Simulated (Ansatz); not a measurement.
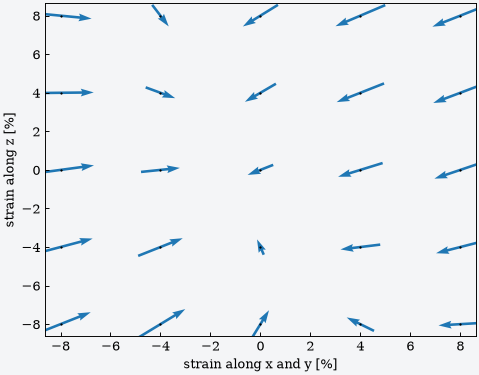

Ir (P6_3/mmc, No. 194; 2 atoms in the cell). The cell is strained homogeneously, by one strain along x and y and another along z, with fractional coordinates fixed (x along [1 0 0], z along [0 0 1] of the conventional cell). The first coordinate is: strain along x and y; the second: strain along z. The grid has 5 × 5 points. The reference cell is the one listed in the database, not relaxed at this level. Method: Ansatz 0.2.0, DFT PBEsol, scalar-relativistic, plane waves, PAW. Settings: cutoff 420 eV, k-mesh 18×18×12 in the order of the run's cell vectors, gaussian smearing 0.15 eV, no spin polarisation.

In the figure: dots at the grid points, arrows along the force (downhill), their lengths compressed.

The arrows alone are given. Where is the energy lowest?

Answer. The arrows converge at about strain along x and y = −1 %, strain along z = −1 % (read from the interpolated surface).

The energy map of the same scan:

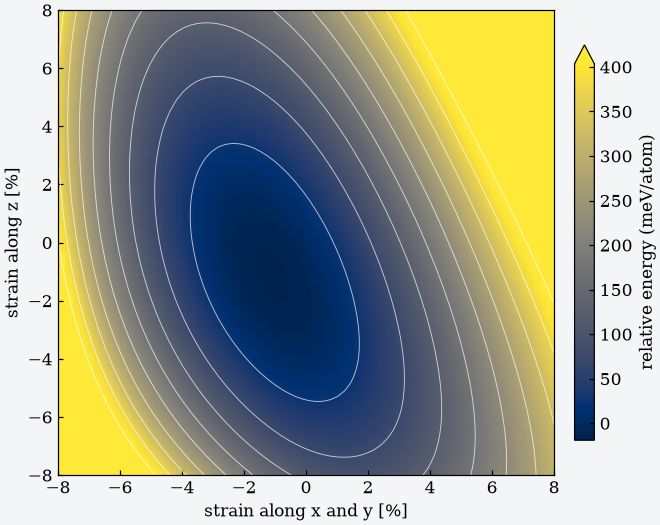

Energies are in meV/atom, from the unstrained cell; between grid points the surface is interpolated.
